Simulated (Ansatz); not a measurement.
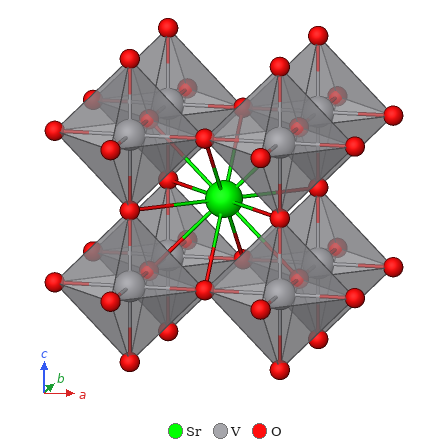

System: SrVO₃, space group Pm-3m (No. 221). The picture shows the conventional cell.

Starting cell:
```yaml
crystal:
  lattice:
    - [3.85886, 0.00000, 0.00000]
    - [0.00000, 3.85886, 0.00000]
    - [0.00000, 0.00000, 3.85886]
  atoms:
    - { symbol: Sr, position: [0.50000, 0.50000, 0.50000] }
    - { symbol: V, position: [0.00000, 0.00000, 0.00000] }
    - { symbol: O, position: [0.50000, 0.00000, 0.00000] }
    - { symbol: O, position: [0.00000, 0.50000, 0.00000] }
    - { symbol: O, position: [0.00000, 0.00000, 0.50000] }
```

One of the inputs:
```
crystal:
  lattice:
    - [3.8970711064, 0.0, 0.0]
    - [0.0, 3.8970711064, 0.0]
    - [0.0, 0.0, 3.8970711064]
  atoms:
    - { symbol: Sr, position: [0.5, 0.5, 0.5] }
    - { symbol: V, position: [0.0, 0.0, 0.0], spin: 0.29 }
    - { symbol: O, position: [0.5, 0.0, 0.0] }
    - { symbol: O, position: [0.0, 0.5, 0.0] }
    - { symbol: O, position: [0.0, 0.0, 0.5] }
basis:
  ecutwfc: 420
kpoints:
  mp_grid: { grid: [10, 10, 10] }
hamiltonian:
  xc: pbe
scf:
  occupations: { method: gaussian, width: 0.1 }
output:
  forces: true
  stress: true
  eigenvalues: true
  populations: true
magnetization:
  spin_polarized: true
```

Launched with:
```bash
ansatz run input.yaml --threads 2 --pin off --max-ram 5120MiB --backend cpu --events-out ev --progress --plain --runs-dir out
```

Method: third-order Birch-Murnaghan fit to density functional energies at scaled volumes of the given relaxed cell, shape and atoms relaxed at each volume; energies count from the fitted minimum; plane waves with PAW datasets, Γ-centred k mesh (Ansatz 0.2.0). Level: PBE, collinear spin.

wave cutoff 420 eV; k mesh 10×10×10; occupations Gaussian; smearing width 0.1 eV.

Predict the energy above the minimum and pressure against volume. The volume takes the values 10.803, 11.148, 11.492, 11.837, 12.182 Å³/atom.

A third-order Birch–Murnaghan fit gives V0 = 11.49 Å³/atom, B0 = 179 GPa and B′ = 4.6. The energy above the minimum is 26.1 meV/atom at volume 10.803 Å³/atom and 20.7 meV/atom at 12.182 Å³/atom; the lowest computed point is at volume 11.492 Å³/atom (0.0 meV/atom). The pressure falls from 12.80 GPa at volume 10.803 Å³/atom to −9.19 GPa at 12.182 Å³/atom, and changes sign near 11.49 Å³/atom. The solid is metallic at every point.

```json
{"volume (Å³/atom)": "10.803", "energy above the minimum (meV/atom)": "26.1", "pressure (GPa)": "12.80"}
{"volume (Å³/atom)": "11.148", "energy above the minimum (meV/atom)": "6.2", "pressure (GPa)": "5.88"}
{"volume (Å³/atom)": "11.492", "energy above the minimum (meV/atom)": "0.0", "pressure (GPa)": "0.01"}
{"volume (Å³/atom)": "11.837", "energy above the minimum (meV/atom)": "5.5", "pressure (GPa)": "-4.97"}
{"volume (Å³/atom)": "12.182", "energy above the minimum (meV/atom)": "20.7", "pressure (GPa)": "-9.19"}
```

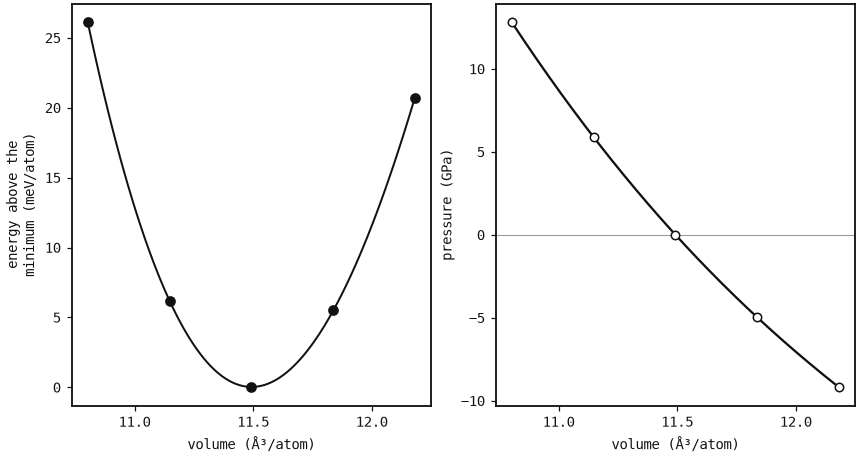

Caveats: another magnetic order may lie lower.
